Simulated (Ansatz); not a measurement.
Geometry relaxation of BP (part 2 of 3)

Continued. System: BP (slab, 16 atoms in the cell). Method: DFT PBEsol, scalar-relativistic, plane waves, PAW, no spin polarisation (Ansatz 0.2.0); cutoff 420 eV, 4×8×1 k-mesh, Gaussian smearing of 0.05 eV. The structure derives from an entry of the Crystallography Open Database. The input holds or restrains some coordinates. Forces given for the steps count only the free coordinates. It belongs to a series of runs on one base structure; here: upper atoms moved at random (sigma 0.25 Å), then relaxed.

Geometry of the input (Å; fractional positions):
```
6.3925  0.0000  0.0000
0.0000  3.1962  0.0000
0.0000  0.0000  22.9103
P  0.5000  0.5000  0.3274
P  0.0000  0.5000  0.3274
B  0.2500  0.5000  0.3767
B  0.7500  0.5000  0.3767
P  0.7500  0.0000  0.4260
P  0.2500  0.0000  0.4260
B  0.5091  0.0061  0.4720
B  -0.0055  0.0171  0.4735
P  0.0026  0.5095  0.5244
P  0.5078  0.4890  0.5255
B  0.7581  0.5065  0.5724
B  0.2505  0.4916  0.5718
P  0.2524  -0.0340  0.6294
P  0.7415  0.0082  0.6301
B  0.0162  0.1172  0.6662
B  0.4870  -0.0649  0.6572
```

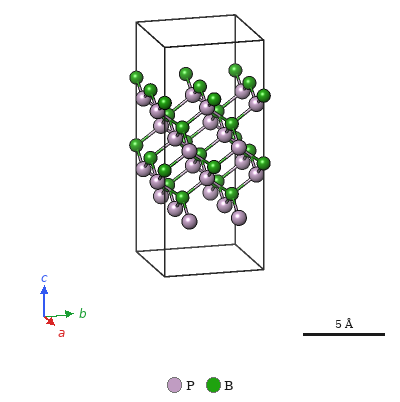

Fig. 1: The geometry at step 5 of the log (ball-and-stick view of the 1 × 2 repeat of the cell, with the vacuum cut short, seen slightly off an axis).

## Log, continued
```
SCF iter   1: F=—  HF=-7138.690620 eV  |F-HF|=—  |Δ(HF+E_count)|=         —  Δρ=3.80e-3  dr2=6.90e-2  ethr=1.76e-3  p=0.090 e·Å  D=3.49e-2 V/Å  ΔV_dip=-0.80 eV  dr2_dipole=3.69e-5  V_vac-E_F(+/−)=5.44/6.24 eV  ⟨swp⟩=4.1  Hψ=2008  notcnv=0  defer=153
efield: sawtooth ramp at fractional position 0.9768 (handed on by an earlier solve), width 0.0400; the density the first Hamiltonian is built on has a dipole p = 0.090 e·Å; the dipole correction subtracts the counter field D = 3.49e-2 V/Å, which shifts the + side's vacuum level by -0.80 eV against the − side's; the planar-averaged density in the ramp window peaks in size at 3.9e-7 e/Å³
preconditioner: auto → LDOS  [metal: Δε(μ)=0.032 eV  Ē_g=9.718 eV  σ=0.050 eV  W_gap=0.32  n_scr=40 (ndim 8)  ℏωp=13.7 eV  f_vac=0.504  D(μ)=9.84/eV (n_scr^D=40)  β→1.0]
SCF iter   2: F=—  HF=-7138.678279 eV  |F-HF|=—  |Δ(HF+E_count)|=   1.23e-2  Δρ=2.21e-3  dr2=2.95e-2  ethr=1.08e-4  p=0.091 e·Å  D=3.52e-2 V/Å  ΔV_dip=-0.81 eV  dr2_dipole=9.90e-4  V_vac-E_F(+/−)=5.44/6.25 eV  ⟨swp⟩=3.1  Hψ=1719  notcnv=0  defer=149
SCF iter   3: F=—  HF=-7138.672049 eV  |F-HF|=—  |Δ(HF+E_count)|=   6.23e-3  Δρ=2.73e-4  dr2=1.07e-3  ethr=4.60e-5  p=0.091 e·Å  D=3.51e-2 V/Å  ΔV_dip=-0.80 eV  dr2_dipole=1.16e-4  V_vac-E_F(+/−)=5.44/6.24 eV  ⟨swp⟩=2.0  Hψ=1212  notcnv=0  defer=149
SCF iter   4: F=—  HF=-7138.671987 eV  |F-HF|=—  |Δ(HF+E_count)|=   6.18e-5  Δρ=1.31e-4  dr2=1.92e-4  ethr=1.67e-6  p=0.091 e·Å  D=3.51e-2 V/Å  ΔV_dip=-0.80 eV  dr2_dipole=1.23e-5  V_vac-E_F(+/−)=5.44/6.24 eV  ⟨swp⟩=2.1  Hψ=1278  notcnv=0  defer=149
SCF iter   5: F=—  HF=-7138.671982 eV  |F-HF|=—  |Δ(HF+E_count)|=   5.40e-6  Δρ=5.80e-5  dr2=4.25e-5  ethr=3.00e-7  p=0.091 e·Å  D=3.51e-2 V/Å  ΔV_dip=-0.80 eV  dr2_dipole=1.24e-7  V_vac-E_F(+/−)=5.43/6.24 eV  ⟨swp⟩=2.0  Hψ=1092  notcnv=0  defer=149
SCF iter   6: F=—  HF=-7138.671984 eV  |F-HF|=—  |Δ(HF+E_count)|=   1.81e-6  Δρ=3.17e-5  dr2=1.80e-5  ethr=2.03e-8  p=0.091 e·Å  D=3.52e-2 V/Å  ΔV_dip=-0.81 eV  dr2_dipole=1.54e-7  V_vac-E_F(+/−)=5.43/6.24 eV  ⟨swp⟩=25.3  Hψ=10018  notcnv=0
SCF iter   7: F=-7138.671981 eV  HF=-7138.671984 eV  |F-HF|=2.64e-6  |Δ(HF+E_count)|=   5.10e-8  Δρ=1.59e-5  dr2=3.85e-6  ethr=2.03e-8  p=0.091 e·Å  D=3.52e-2 V/Å  ΔV_dip=-0.81 eV  dr2_dipole=9.69e-8  V_vac-E_F(+/−)=5.43/6.24 eV  ⟨swp⟩=15.2  Hψ=8007  notcnv=0
SCF 4 converged in 7 iterations: F = -7138.671981 eV  dr2 = 3.85e-6
  greatest PAW one-centre occupation: 0.809 electrons in one spin orbital (limit 2), on the P atom at site 1 (counted from 0), in its partial waves of l = 0
relax step   4: F+E_penalty+E_count = -7138.67198111 eV  Δ(F+E_penalty+E_count) = -1.861e-2 eV  max|allowed force component| = 4.502e-2 eV/Å  Δτ_max = 0.1169 Å  (7 SCF iters, dr2 threshold 1.30e-5 eV, accepted)
SCF iter   1: F=—  HF=-7138.673190 eV  |F-HF|=—  |Δ(HF+E_count)|=         —  Δρ=8.86e-4  dr2=3.33e-3  ethr=5.91e-5  p=0.091 e·Å  D=3.52e-2 V/Å  ΔV_dip=-0.81 eV  dr2_dipole=3.75e-5  V_vac-E_F(+/−)=5.43/6.24 eV  ⟨swp⟩=3.0  Hψ=1913  notcnv=0  defer=151
efield: sawtooth ramp at fractional position 0.9768 (handed on by an earlier solve), width 0.0400; the density the first Hamiltonian is built on has a dipole p = 0.091 e·Å; the dipole correction subtracts the counter field D = 3.52e-2 V/Å, which shifts the + side's vacuum level by -0.81 eV against the − side's; the planar-averaged density in the ramp window peaks in size at 1.8e-7 e/Å³
preconditioner: auto → LDOS  [metal: Δε(μ)=0.010 eV  Ē_g=9.718 eV  σ=0.050 eV  W_gap=0.11  n_scr=40 (ndim 8)  ℏωp=13.7 eV  f_vac=0.504  D(μ)=9.96/eV (n_scr^D=40)  β→1.0]
SCF iter   2: F=—  HF=-7138.672574 eV  |F-HF|=—  |Δ(HF+E_count)|=   6.17e-4  Δρ=4.85e-4  dr2=1.31e-3  ethr=5.21e-6  p=0.091 e·Å  D=3.51e-2 V/Å  ΔV_dip=-0.80 eV  dr2_dipole=6.49e-5  V_vac-E_F(+/−)=5.44/6.24 eV  ⟨swp⟩=2.3  Hψ=1477  notcnv=0  defer=151
SCF iter   3: F=—  HF=-7138.672349 eV  |F-HF|=—  |Δ(HF+E_count)|=   2.25e-4  Δρ=8.19e-5  dr2=8.88e-5  ethr=2.05e-6  p=0.091 e·Å  D=3.51e-2 V/Å  ΔV_dip=-0.80 eV  dr2_dipole=1.15e-6  V_vac-E_F(+/−)=5.44/6.24 eV  ⟨swp⟩=2.2  Hψ=1081  notcnv=0  defer=151
SCF iter   4: F=—  HF=-7138.672339 eV  |F-HF|=—  |Δ(HF+E_count)|=   1.01e-5  Δρ=4.04e-5  dr2=3.24e-5  ethr=1.39e-7  p=0.090 e·Å  D=3.50e-2 V/Å  ΔV_dip=-0.80 eV  dr2_dipole=3.52e-6  V_vac-E_F(+/−)=5.44/6.24 eV  ⟨swp⟩=2.2  Hψ=1111  notcnv=0  defer=151
SCF iter   5: F=—  HF=-7138.672337 eV  |F-HF|=—  |Δ(HF+E_count)|=   1.62e-6  Δρ=2.30e-5  dr2=1.32e-5  ethr=5.07e-8  p=0.090 e·Å  D=3.49e-2 V/Å  ΔV_dip=-0.80 eV  dr2_dipole=2.74e-6  V_vac-E_F(+/−)=5.44/6.24 eV  ⟨swp⟩=1.4  Hψ=866  notcnv=0  defer=151
SCF iter   6: F=—  HF=-7138.672337 eV  |F-HF|=—  |Δ(HF+E_count)|=   1.90e-7  Δρ=1.41e-5  dr2=4.43e-6  ethr=2.06e-8  p=0.090 e·Å  D=3.49e-2 V/Å  ΔV_dip=-0.80 eV  dr2_dipole=6.77e-7  V_vac-E_F(+/−)=5.44/6.24 eV  ⟨swp⟩=2.6  Hψ=1103  notcnv=0  defer=151
SCF iter   7: F=—  HF=-7138.672336 eV  |F-HF|=—  |Δ(HF+E_count)|=   3.62e-7  Δρ=4.66e-6  dr2=6.16e-7  ethr=6.92e-9  p=0.090 e·Å  D=3.50e-2 V/Å  ΔV_dip=-0.80 eV  dr2_dipole=6.74e-8  V_vac-E_F(+/−)=5.44/6.24 eV  ⟨swp⟩=2.0  Hψ=1057  notcnv=0  defer=151
SCF iter   8: F=—  HF=-7138.672336 eV  |F-HF|=—  |Δ(HF+E_count)|=   6.02e-9  Δρ=2.28e-6  dr2=1.34e-7  ethr=9.63e-10  p=0.090 e·Å  D=3.50e-2 V/Å  ΔV_dip=-0.80 eV  dr2_dipole=3.28e-9  V_vac-E_F(+/−)=5.44/6.24 eV  ⟨swp⟩=2.1  Hψ=1129  notcnv=0  defer=151
SCF iter   9: F=-7138.672336 eV  HF=-7138.672336 eV  |F-HF|=2.38e-10  |Δ(HF+E_count)|=   7.28e-9  Δρ=1.08e-6  dr2=1.99e-8  ethr=1.56e-10  p=0.090 e·Å  D=3.50e-2 V/Å  ΔV_dip=-0.80 eV  dr2_dipole=1.24e-11  V_vac-E_F(+/−)=5.44/6.24 eV  ⟨swp⟩=19.2  Hψ=7730  notcnv=0
SCF 5 converged in 9 iterations: F = -7138.672336 eV  dr2 = 1.99e-8
relax step   5: F+E_penalty+E_count = -7138.67233636 eV  Δ(F+E_penalty+E_count) = -3.552e-4 eV  max|allowed force component| = 1.343e-2 eV/Å  Δτ_max = 0.0251 Å  (9 SCF iters, accepted)
```

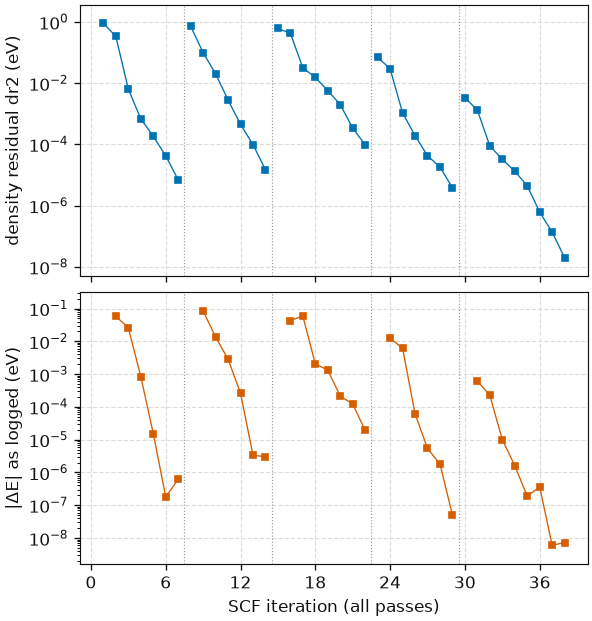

Fig. 2: Convergence of the self-consistent field: density residual dr2 and size of the energy change against the SCF iteration. The dotted lines part the SCF passes of the relaxation: geometry steps, rejected trials and re-solves on a re-selected basis. The 5 passes take 7 to 9 iterations each, 38 in all.

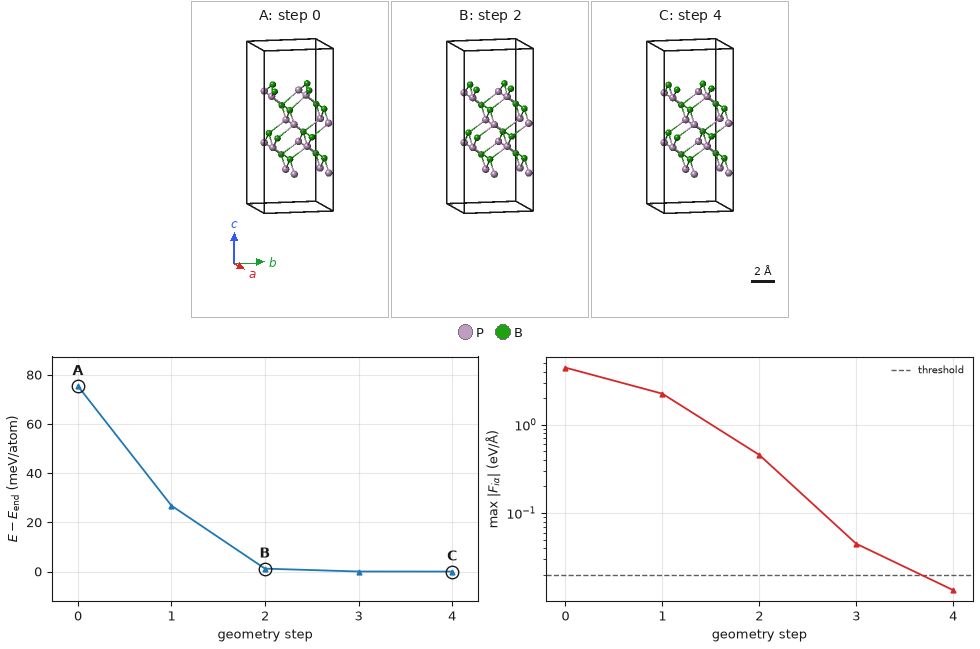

Fig. 3: Frames of the restrained relaxation (ball-and-stick view of the 1 × 2 repeat of the cell, with the vacuum cut short (origin shifted), seen slightly off an axis) above the curves, on which the letters mark them (the first geometry is step 0 here and step 1 in the log).

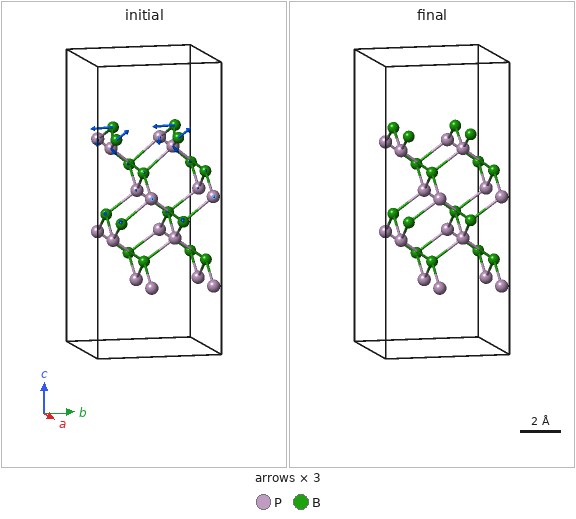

Fig. 4: Before (left) and after (right) the restrained relaxation, at one scale (ball-and-stick view of the 1 × 2 repeat of the cell, with the vacuum cut short (origin shifted), seen slightly off an axis). The blue arrows give the displacements, magnified 3 times. The energy falls by 75.4 meV per atom in 4 geometry steps. Largest force component: 4.4 eV/Å at the start, 0.013 eV/Å at the end. The largest move is that of B15, 0.38 Å. Largest moves by element: B 0.38 Å, P 0.17 Å. The cell stays as it was. Distances before and after: P13–B16 1.632 → 1.852 Å, B12–P13 2.137 → 1.978 Å, P14–B15 1.972 → 1.852 Å, B11–P14 2.080 → 1.978 Å. Among the angles that change: P13–B16–P14 134.8° → 119.2°, B15–P14–B16 134.4° → 119.2°, B12–P13–B15 120.4° → 107.4°. (Atoms are counted from 1 in the order of the input.)

```
WARN: The output density's exchange-correlation potential varies sharply where the density is thin. Do not read a vacuum level from v_tot or v_xc, or from such a field of the output density. On a cell that repeats whose density bears no net charge and no dipole along the vacuum's axis use v_es (v_loc + v_h of the components); under efield.dipole_correction with no amplitude use v_es + v_field, which holds any external_charges[].barrier, or the levels of the report's work_function block, which leave it out; under a non-zero efield.amplitude the vacuum is tilted and has no level; on a cell that repeats and bears such a dipole with no correction it is tilted too, and efield.dipole_correction with no amplitude gives each side of its ramp a level where efield: is served; in a cell that repeats whose density bears a net charge (total_charge, or a fill off its count) it is curved and has none; of a slab under crystal.periodic whose density bears no net charge use v_es, which has a level on each side, short of where the two are joined; of another it falls or rises all the way out and has none; of a slab beside external_charges read slab_vacuum_level instead, which it has where they leave it neutral. The grid or the basis barely resolves most such structure, and the values can differ between equally converged runs; as a rule a tighter scf.convergence.dr2_threshold does not remove it. Where the density itself ripples (under the LDA too) a higher basis.ecutwfc lessens it. The files hold the spikes' plane waves up to the density's cutoff. Files: v_tot_of_output_density and the like, and their columns of v_z.tsv (output.write_potential); v_xc_of_output_density and the like, and their columns of v_comp_z.tsv (output.write_potential_components). Measured: with its Gaussian average of σ = 0.25 Å subtracted twice, the exchange-correlation potential is over 0.1 eV at 4 of the grid points where the equally averaged density (valence and model cores) is under 1e-3 e/Å³, and 0.107 eV at the most among them, at an averaged density of 3.8e-8 e/Å³. See output.write_potential in the manual, Limitations
SCF converged after 9 iterations
Free energy (F): -7138.672336 eV
Harris-Foulkes:  -7138.672336 eV  (|F-HF|=2.38e-10)
Internal energy: -7138.659823 eV  (E = F + TS)
E sigma→0 (E₀):  -7138.666079 eV
Entropy (-TS):   -0.012514 eV (-0.782 meV/atom)
Fermi energy:    0.161175 eV
Dipole field:    D = 0.034969 V/Å  (p = 0.090462 e·Å, saw-weighted, corrected)
Work function:   Φ+ = 5.4369 eV   Φ− = 6.2381 eV
Levels:          The Fermi level and band energies are counted from a zero that moves with the ramp; work functions are not
--- Per-component energies (eV) ---
  E_band       = -380.807983
  E_kinetic    = 949.715036
  E_local      = -25984.954231  (includes V_loc(G=0)·N_el)
  E_nonlocal   = 365.775827
  E_hartree    = 12579.231292
  E_xc         = -741.728165
  E_vxc        = -787.329207  (∫ρ·V_xc dr)
  E_paw        = -5036.755436  (= ΣΔE_a)
  E_vpaw       = -82.655792  (= ΣTr[D̂ρ^β])
  E_aug_tail   = 0.000003  (compensation charges beyond the density's cutoff)
  E_efield     = 0.001582  (sawtooth field / dipole correction)
  E_vefield    = 0.191848  (∫n·V_field dr)
  E_ewald      = 10729.567814
  E_core_change = 0.486456  (= ΣΔE_core)
  E_smearing   = -0.012514  (= −TS)
  E_closure    = 0.000000  (closes the sum)
  Σ components = -7138.672336   (vs F -7138.672336, Δ=0.00e0)
--- Forces (eV/Å), atoms counted from 1 ---
  atom   1  P     -0.00001460     0.00017434    -0.06893785
  atom   2  P      0.00002142    -0.00007057    -0.06854154
  atom   3  B      0.00017636     0.00003128     0.05829022
  atom   4  B     -0.00015567     0.00003116     0.05834889
  atom   5  P      0.00106986     0.00057357     0.01039365
  atom   6  P     -0.00068962     0.00062539     0.00977931
  atom   7  B      0.00006748    -0.00035589    -0.00007876
  atom   8  B     -0.00025441    -0.00013042    -0.00029058
  atom   9  P     -0.00043626    -0.00029580    -0.01342772
  atom  10  P      0.00039641    -0.00031267    -0.01328469
  atom  11  B     -0.00052947     0.00045792    -0.00250255
  atom  12  B      0.00049712     0.00054308    -0.00149306
  atom  13  P     -0.00241541    -0.00030706     0.00979506
  atom  14  P      0.00194009    -0.00068328     0.01157656
  atom  15  B      0.00036035    -0.00208516     0.00576853
  atom  16  B     -0.00003522     0.00179669     0.00457308
  max |Σ_I F_I| component: 3.15e-5 eV/Å
--- Band table (eV; the first three rows and the last of 18) ---
  k-point 0: bands = ["-15.1942", "-14.1136", "-12.6137", "-12.5972", "-12.4528", "-11.9962", "-10.5344", "-9.9770", "-9.0099", "-8.4101", "-7.4037", "-7.1137", "-6.7859", "-4.8439", "-4.1186", "-4.0418", "-3.8321", "-3.7448", "-3.0760", "-2.6825", "-2.3528", "-2.3463", "-1.8613", "-1.8121", "-1.7570", "-1.3366", "-1.2554", "-1.2034", "-0.3794", "-0.2563", "-0.1184", "0.3102", "1.5988", "1.7981", "2.1376", "2.8216", "2.8369", "2.8948", "3.0604", "3.1703", "3.8729", "4.0273", "4.1431", "4.4004", "4.6486", "4.8991", "5.0509", "5.2248"]
```
